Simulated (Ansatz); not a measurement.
## Fe: 6 runs along one coordinate

System: Fe (1 atom in the cell).
Method: Kohn-Sham DFT of a periodic cell, LDA, Ansatz PAW, spin-polarised (Ansatz 0.2.0).

The 6 runs differ only in the geometry, by an even scaling of the cell at fixed fractional positions. The structure derives from a Materials Project entry.

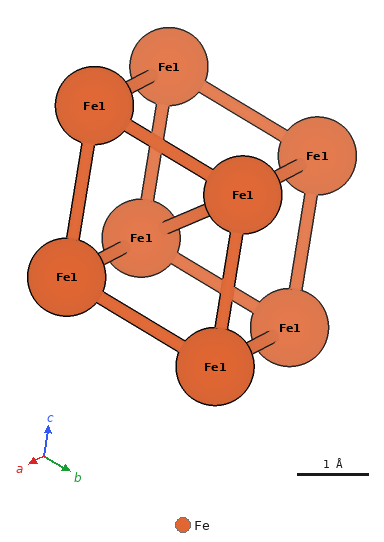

Figure 1. The structure of run 4 (ball-and-stick view of the reduced cell, seen slightly off an axis; atoms are numbered from 1 in the order of the input).

## Input of run 4
```yaml
crystal:
  lattice:
    - [0.0, 1.9417396906, 1.9651051623]
    - [1.4984397099, 0.0, 1.9651051623]
    - [1.4984397099, 1.9417396906, 0.0]
  atoms:
    - { symbol: Fe, position: [0.0, 0.0, 0.0], spin: 3.0 }
hamiltonian:
  xc: lda
  pseudopotentials: { kind: paw }
magnetization:
  spin_polarized: true
kpoints:
  mp_grid: { grid: [13, 13, 13] }
scf:
  occupations: { method: fermi_dirac, width: 0.05 }
output:
  forces: true
  stress: true
  eigenvalues: true
```

Command:
```bash
ansatz run input.yaml --threads 2 --pin off --max-ram 5632MiB --backend cpu --events-out ev --progress --plain --runs-dir out
```

Run 3 differs from it as follows:
```diff
-    - [0.0, 1.9417396906, 1.9651051623]
-    - [1.4984397099, 0.0, 1.9651051623]
-    - [1.4984397099, 1.9417396906, 0.0]
+    - [0.0, 1.9287074879, 1.9519161397]
+    - [1.4883827645, 0.0, 1.9519161397]
+    - [1.4883827645, 1.9287074879, 0.0]
```

## Results, with one run withheld

```csv
run,volume per atom (Å³),"free energy per atom, from the lowest run given (meV)",pressure (GPa)
1,10.749,0.00,−7.49
2,10.978,13.85,−11.81
3,11.207,?,?
4,11.435,57.93,−18.68
5,11.664,86.57,−21.35
6,12.121,153.79,−25.52
```

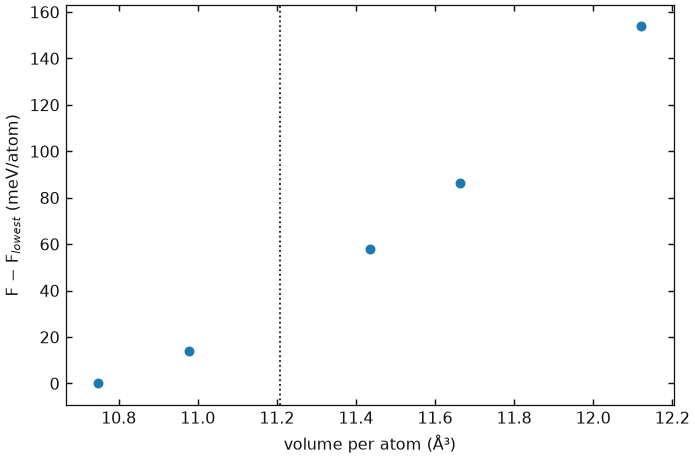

Figure 2. Free energy per atom of the runs given; the dotted line marks run 3.

What should run 3 give?

A cubic polynomial in V^(−2/3) (the Birch–Murnaghan form), fitted to the 5 runs given, misses them by at most 0.02 meV per atom. With x = V^(−2/3) − 0.19775 Å⁻², it reads F = 50.684 − 9618.9 x + 3.6964e+05 x² + 2.1356e+06 x³ (meV per atom). At run 3 it gives 33.49 meV per atom, and the run itself gives 33.45. The slope of the fit gives a pressure −dF/dV of −15.54 GPa there, and the run prints −15.54 GPa. The fit has no minimum inside this range.

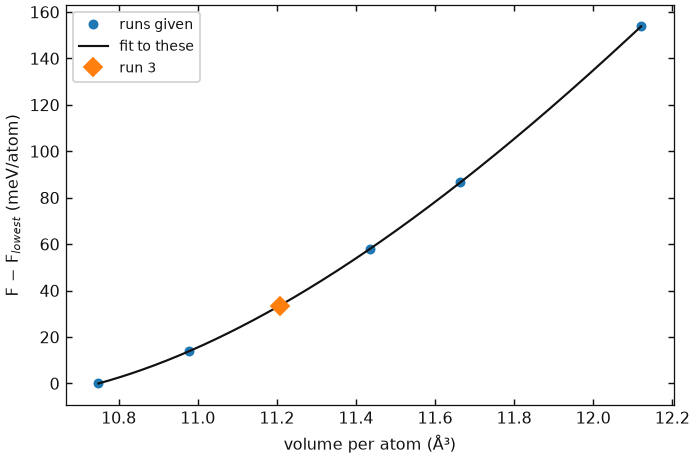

Figure 3. The fit and the withheld run.

## Output, shortened to warnings, some set-up lines, iterations and results (run 3)
```
Basis set: ecut = 420 eV, 217 PW (Γ)
Symmetry: 8 space group operations
k-points: 343 of 2197
Initial density: superposition of atomic densities (chi_scale 0.1, normalization cell)
[...]
SCF iter   1: F=—  HF=-4420.252298 eV  |F-HF|=—  |Δ(HF+E_count)|=         —  Δρ=1.72e-1 (↑1.72e-1 ↓5.40e-2)  dr2=2.12e0  dr2_m=9.20e-1  M=1.965 μB ∫|m|=1.978 μB  β_m=0.30  …
SCF iter   2: F=—  HF=-4419.225125 eV  |F-HF|=—  |Δ(HF+E_count)|=    1.03e0  Δρ=4.21e-2 (↑2.42e-2 ↓4.21e-2)  dr2=5.66e-2  dr2_m=9.49e-2  M=2.191 μB ∫|m|=2.224 μB  β_m=0.30  …
SCF iter   3: F=—  HF=-4419.504362 eV  |F-HF|=—  |Δ(HF+E_count)|=   2.79e-1  Δρ=2.99e-2 (↑2.62e-2 ↓2.99e-2)  dr2=1.95e-3  dr2_m=7.95e-2  M=2.135 μB ∫|m|=2.173 μB  β_m=0.57  …
SCF iter   4: F=—  HF=-4419.839955 eV  |F-HF|=—  |Δ(HF+E_count)|=   3.36e-1  Δρ=7.90e-3 (↑4.34e-3 ↓7.90e-3)  dr2=6.75e-3  dr2_m=2.12e-3  M=2.118 μB ∫|m|=2.170 μB  β_m=0.69  …
SCF iter   5: F=—  HF=-4419.880575 eV  |F-HF|=—  |Δ(HF+E_count)|=   4.06e-2  Δρ=2.50e-3 (↑2.50e-3 ↓2.28e-3)  dr2=1.76e-3  dr2_m=3.97e-5  M=2.109 μB ∫|m|=2.165 μB  β_m=0.80  …
SCF iter   6: F=—  HF=-4419.883243 eV  |F-HF|=—  |Δ(HF+E_count)|=   2.67e-3  Δρ=2.74e-4 (↑2.74e-4 ↓2.24e-4)  dr2=2.71e-7  dr2_m=6.20e-6  M=2.101 μB ∫|m|=2.158 μB  β_m=0.90  …
SCF iter   7: F=—  HF=-4419.883254 eV  |F-HF|=—  |Δ(HF+E_count)|=   1.10e-5  Δρ=1.31e-4 (↑1.31e-4 ↓3.85e-5)  dr2=1.74e-6  dr2_m=2.56e-7  M=2.100 μB ∫|m|=2.158 μB  β_m=0.89  …
SCF iter   8: F=—  HF=-4419.883253 eV  |F-HF|=—  |Δ(HF+E_count)|=   4.68e-7  Δρ=7.11e-6 (↑5.46e-6 ↓7.11e-6)  dr2=4.52e-9  dr2_m=1.48e-9  M=2.101 μB ∫|m|=2.158 μB  β_m=0.85  …
SCF iter   9: F=-4419.883253 eV  HF=-4419.883253 eV  |F-HF|=9.39e-10  |Δ(HF+E_count)|=   1.30e-9  Δρ=2.80e-6 (↑2.80e-6 ↓1.77e-6)  dr2=1.21e-9  dr2_m=1.48e-10  M=2.101 μB …
SCF 1 converged in 9 iterations: F = -4419.883253 eV  dr2 = 1.21e-9
SCF converged after 9 iterations
Magnetization: 2.1007 μB (9.0504 up, 6.9496 down)
Absolute magnetization: 2.1578 μB (∫|ρ↑−ρ↓|, with the PAW one-centre terms)
Spin contamination: 0.0221 ħ² per cell (⟨S²⟩ above its minimum at these occupations)
Per-site moments (μB) at R_I (Å): [(2.109646343379113, 1.0049431153205768)]
Free energy (F): -4419.883253 eV
Harris-Foulkes:  -4419.883253 eV  (|F-HF|=9.39e-10)
Internal energy: -4419.874126 eV  (E = F + TS)
E sigma→0 (E₀):  -4419.878690 eV
Entropy (-TS):   -0.009127 eV (-9.127 meV/atom)
Fermi energy:    18.524130 eV
--- Per-component energies (eV) ---
  E_band       = -209.633462
  E_kinetic    = 351.444497
  E_local      = -2051.465241  (includes V_loc(G=0)·N_el)
  E_nonlocal   = 222.131608
  E_hartree    = 859.135641
  E_xc         = -117.312222
  E_vxc        = -151.829266  (∫ρ·V_xc dr)
  E_paw        = -1305.359950  (= ΣΔE_a)
  E_vpaw       = -298.185328  (= ΣTr[D̂ρ^β])
  E_aug_tail   = 0.000909  (compensation charges beyond the density's cutoff)
  E_ewald      = -2378.850902
  E_core_change = 0.401536  (= ΣΔE_core)
  E_smearing   = -0.009127  (= −TS)
  E_closure    = 0.000000  (closes the sum)
  Σ components = -4419.883253   (vs F -4419.883253, Δ=0.00e0)
--- Forces (eV/Å), atoms counted from 1 ---
  atom   1  Fe     0.00000000     0.00000000    -0.00000000
  max |Σ_I F_I| component: 1.29e-31 eV/Å
--- Stress (GPa, compression-positive) ---
      -21.684839       0.000000      -0.000000
        0.000000     -11.614303      -0.000000
       -0.000000      -0.000000     -13.310332
  P = ⅓ Tr σ = -15.5365 GPa (-155.365 kbar)
```
